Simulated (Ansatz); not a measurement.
Al23HO36 (cell with a defect), 60 atoms, a = 8.33 Å, b = 8.55 Å, c = 8.55 Å, α = 115.07°, β = 99.34°, γ = 99.34°.

Level of theory: Ansatz 0.2.0, DFT PBE, scalar-relativistic, plane waves, PAW.

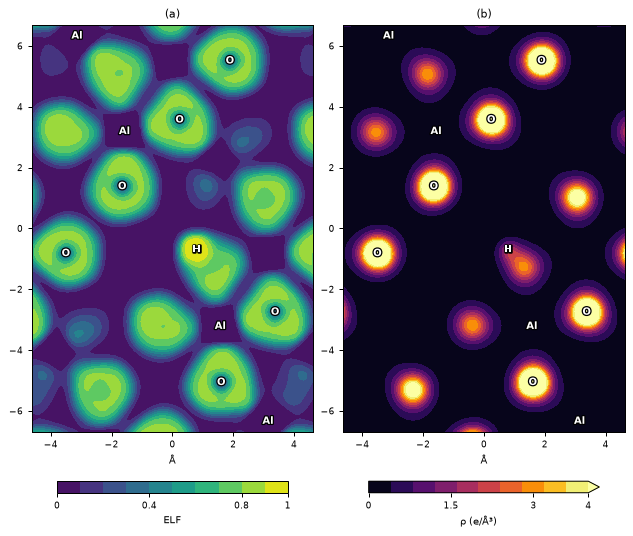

Al23HO36 (cell with a defect). (a) ELF; (b) valence charge density (pseudo) on the (101) plane of the calculation cell.

The density is the valence pseudo-density of a PAW calculation; it isn't the true density close to the nuclei.

Question: Read the bonding off the picture.

Answer: The plane passes through Al, O and H nuclei. Atoms just off the plane (Al, 0.4 Å away and O, 0.4 Å away) can leave unmarked features too. Al–O (1.82 Å): the density is about 0.71 e/Å³ at the midpoint; the ELF peaks at about 0.85 in the valence shell of O, 0.7 Å from its nucleus, and is about 0.85 at the midpoint. Al–O (1.87 Å): ρ is about 0.63 e/Å³ halfway; the ELF peaks at about 0.85 in the valence shell of O, 0.7 Å from its nucleus, and is about 0.85 at the midpoint. Al–O (1.87 Å): ρ is about 0.63 e/Å³ halfway; the ELF peaks at about 0.85 in the valence shell of O, 0.7 Å from its nucleus, and is about 0.85 at the midpoint. Al–O (1.99 Å): ρ at the midpoint is about 0.5 e/Å³; the ELF peaks at about 0.85 in the valence shell of O, 0.7 Å from its nucleus, and is about 0.75 at the midpoint. Between the atoms the lowest density in this plane is 0.02 e/Å³. The ELF also peaks beside O, away from the bonds: lone-pair regions.
